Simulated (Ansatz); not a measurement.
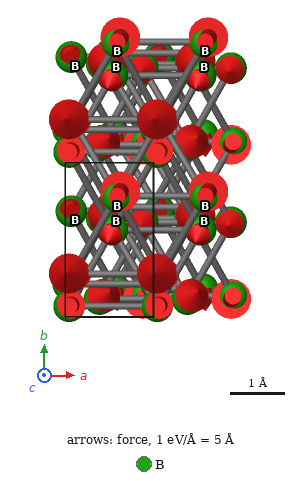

Starting geometry of crystalline B (a generated structure, set up in P1) (coarse preliminary run) with the computed forces as red arrows. Style: ball-and-stick. Shown: the cell of the calculation, repeated 2 × 2 × 1 with one cell outlined, along the c axis.

All numbers below come from DFT PBE, scalar-relativistic, plane waves, PAW in Ansatz 0.2.0. (plane-wave cutoff 420 eV; k-point mesh 10 × 6 × 1; occupations gaussian; smearing width 0.1 eV; no spin polarisation; cell and atoms relaxed; force threshold 0.04 eV/Å; at most 70 steps)

Is this structure relaxed? If not, where do the atoms go?

Answer. It isn't relaxed: the largest force vector, on a B atom, is 0.25 eV/Å. The final displacements have little in common with the starting forces (cosine between the two patterns 0.22). The energy falls by 0.166 eV per cell of the calculation in 8 accepted moves (9 points after the start). The largest force component goes from 0.25 to 0.025 eV/Å. The pressure goes from −0.79 to −0.11 GPa. The SCF was repeated once at an unchanged geometry on a basis and grid sized afresh for the cell, which shifted the energy by 3.1 meV per cell of the calculation at most. The largest move relative to the cell is that of a B atom, 0.70 Å along [3 2 0]. The volume changes by −1.9 %, with a 1.634 → 1.626 Å (−0.5 %), b 2.859 → 2.880 Å (+0.7 %), c 23.806 → 23.290 Å (−2.2 %), α 90.7° → 89.9°, β 91.1° → 90.2°. Some distances before and after: B–B 1.634 → 1.626 Å, B–B 1.851 → 1.857 Å. The space group stays P1 (No. 1).

Limits of the set-up: the k-point mesh is coarse for a cell with partly filled bands.
